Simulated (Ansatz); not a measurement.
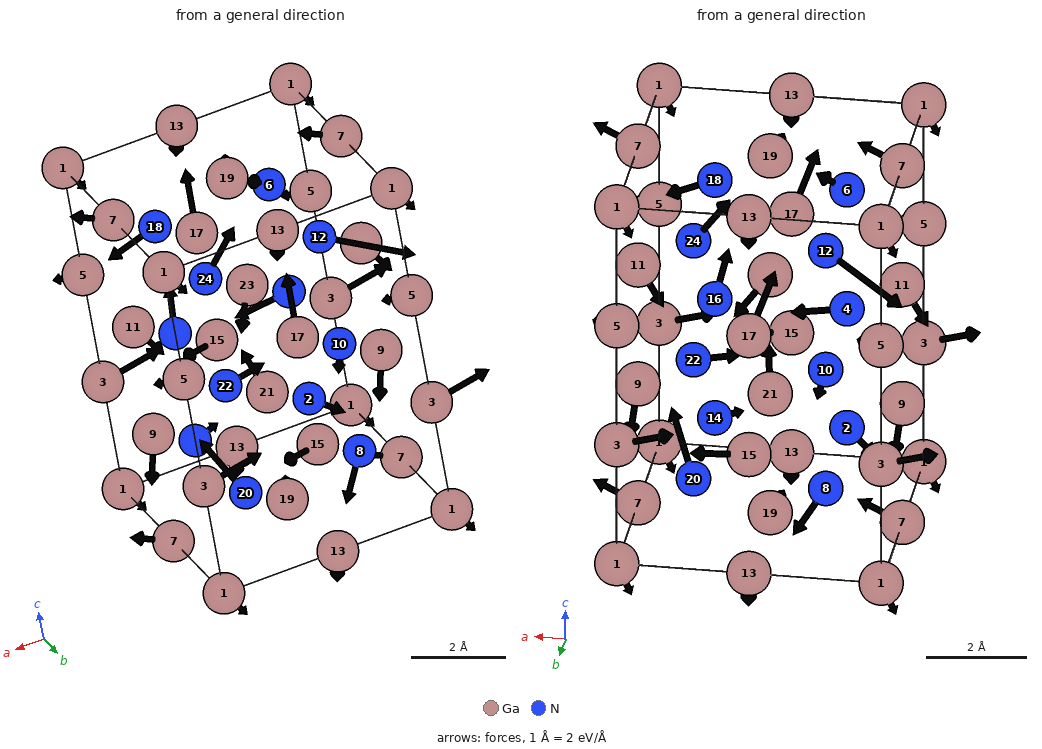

Structure drawing (spheres-only), viewed from two general directions. The wireframe shows the simulation cell. The arrows are the computed forces on the atoms.

System: GaN. Method used: Ansatz 0.2.0, DFT, PBE, plane waves, PAW. It ran with 420 eV cutoff, k-point mesh 2×2×2, Fermi-Dirac smearing of 0.086 eV, no spin polarisation.

**Would an optimiser stop at this geometry?**

No. The atoms still feel forces of up to about 3.5 eV/Å, far above a usual threshold of 0.01 to 0.03 eV/Å.

**Which atom is pushed hardest?**

N12, about 3.5 eV/Å.

It goes back to a structure type filled with these elements by a generator (whether the compound takes this form wasn't checked). Earlier steps of the study may have refined or changed the cell and positions. An electronic-structure calculation with Ansatz was run on it.
